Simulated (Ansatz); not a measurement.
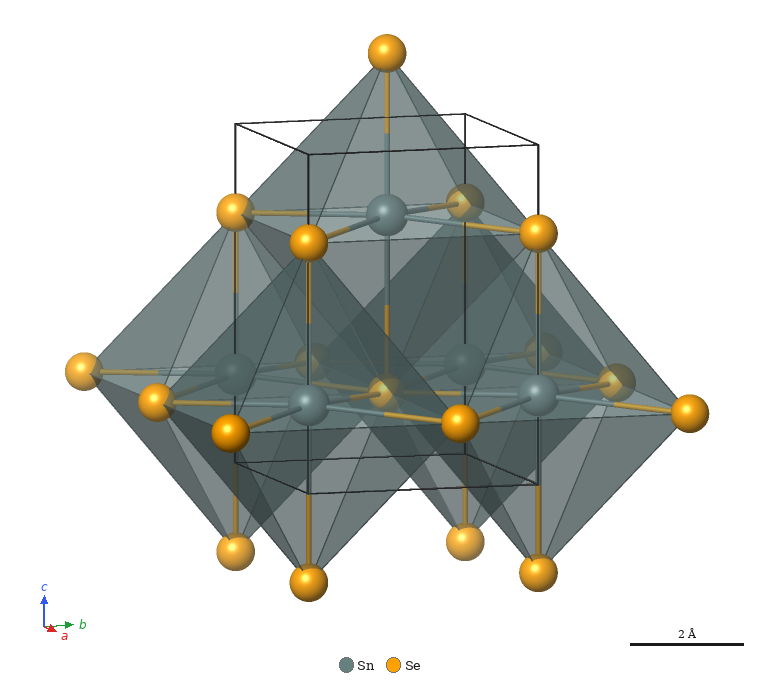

Shown here is a polyhedral view of the crystal, taken slightly off an axis. The conventional unit cell is drawn as a box. Some atoms of the next cells are drawn as well. Cell: a = 4.29 Å, b = 4.29 Å, c = 6.09 Å, α = 90.00°, β = 90.00°, γ = 90.00°.

The cell started as a structure type filled with these elements by a generator (whether the compound takes this form wasn't checked). Earlier steps of the study may have refined or changed the cell and positions. It went into a calculation with Ansatz.

### What is this?

The stoichiometry is SnSe. It belongs to space group I4mm (No. 107) and has a body-centred tetragonal lattice. Content of the cell: 2 Sn, 2 Se (Z = 2). The polyhedra are SnSe6 octahedra; they share corners and edges. Each Sn atom is coordinated by six Se in a distorted octahedral arrangement at about 2.9 to 3.2 Å. About every Se there are six Sn in a distorted octahedral arrangement at about 2.9 to 3.2 Å. The bonds build a three-dimensional framework.

Method used: DFT PBE, scalar-relativistic, plane waves, PAW (Ansatz 0.2.0). It ran with plane waves up to 420 eV, k-points about 0.17 Å⁻¹ apart, Gaussian smearing of 0.02 eV, no spin polarisation.

### How large a gap does the method give, if there is one?

A semiconductor at this level, with a gap of 0.33 eV, indirect.

### How are the electrons shared out in a Bader analysis?

Sn +0.86 e; Se -0.86 e.

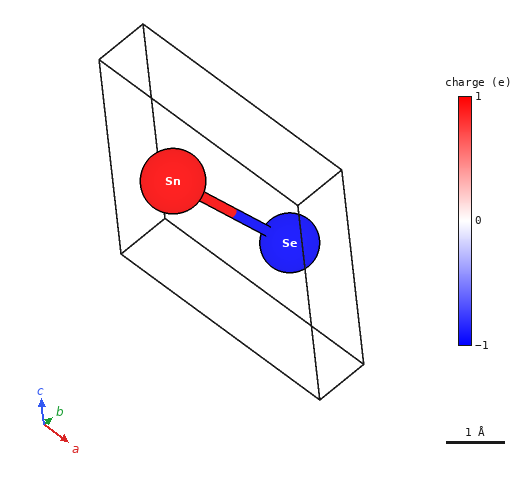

The atoms coloured by those charges. The run's cell of 2 atoms is drawn in a reduced setting, so axes and origin can differ from the first picture.

### Can this geometry be taken as optimised?

Yes. All forces vanish to within 0.01 eV/Å. The pressure is 0.0 GPa, close to zero.
